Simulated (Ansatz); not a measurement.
Given this structure:

```yaml
crystal:
  lattice:
    - [6.40810, 0.00000, 0.00000]
    - [0.00000, 3.87964, 0.00000]
    - [0.00000, 0.00000, 7.66379]
  atoms:
    - { symbol: Pb, position: [0.25508, 0.25000, 0.89406] }
    - { symbol: Pb, position: [0.74492, 0.75000, 0.10594] }
    - { symbol: Pb, position: [0.75508, 0.25000, 0.60594] }
    - { symbol: Pb, position: [0.24492, 0.75000, 0.39406] }
    - { symbol: F, position: [0.47410, 0.25000, 0.15348] }
    - { symbol: F, position: [0.52590, 0.75000, 0.84652] }
    - { symbol: F, position: [0.97410, 0.25000, 0.34652] }
    - { symbol: F, position: [0.02590, 0.75000, 0.65348] }
    - { symbol: F, position: [0.64080, 0.75000, 0.43486] }
    - { symbol: F, position: [0.35920, 0.25000, 0.56514] }
    - { symbol: F, position: [0.14080, 0.75000, 0.06514] }
    - { symbol: F, position: [0.85920, 0.25000, 0.93486] }
```

Say what kind of structure these coordinates give.

Answer. It has the composition PbF₂. Space group: Pnma (No. 62). Lattice: primitive orthorhombic. One cell contains 4 Pb, 8 F, 12 atoms in all. Coordination numbers (contacts within bonding distance): Pb 7 and F 3 to 4 (mean 3.5).

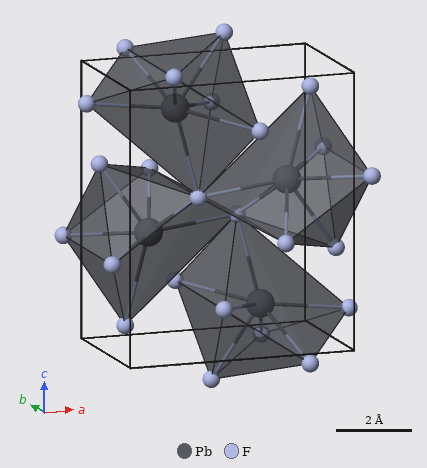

View slightly off an axis, drawn as a polyhedral model. The parallelepiped is the conventional unit cell. A few atoms beyond the faces are included.

Its origin is a structure listed in the Materials Project. Earlier steps of the study may have refined or changed the cell and positions. It was the input of a calculation with Ansatz.
